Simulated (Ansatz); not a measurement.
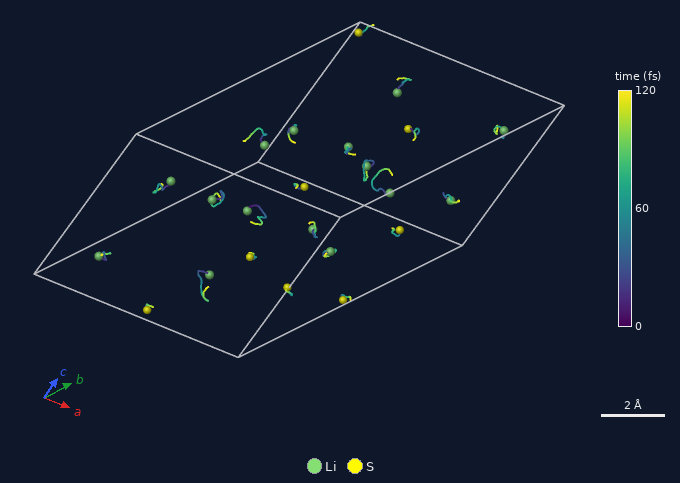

First-principles dynamics of Li$_{2}$S with a Li vacancy (23 atoms in the cell, charge -1), 120 fs long. It starts from the last geometry of an earlier run, with fresh velocities. Lines trace each atom's path, coloured by time; spheres stand at the starting positions. Seen from a free direction in the reduced simulation cell.

Theory: DFT PBE, scalar-relativistic, plane waves, PAW in Ansatz 0.2.0. Run with plane-wave cutoff 420 eV; k-point mesh 2 × 2 × 2; Fermi-Dirac smearing 0.05 eV; Langevin thermostat (NVT); set temperature 1120 K; time step 1 fs; friction 0.05 per fs.

### How do the atoms move?

Root-mean-square distances from the starting positions over the second half, with the common drift of all atoms taken out: Li 0.50 Å, S 0.35 Å. Against the typical shortest distance between atoms in the first frame, about 2.3 Å these are large excursions, but over 120 fs one can't yet tell strong vibration from the start of diffusion. The mean temperature in the second half is 1110 K (standard deviation 175 K). The potential energy in the second half lies on average 38.6 meV per atom above the first frame.

Limits of the set-up: the periodic images lie only 8.1 Å apart, so the values are limited by the cell's size; the cell is charged, on a uniform background, and energies carry no finite-size correction.
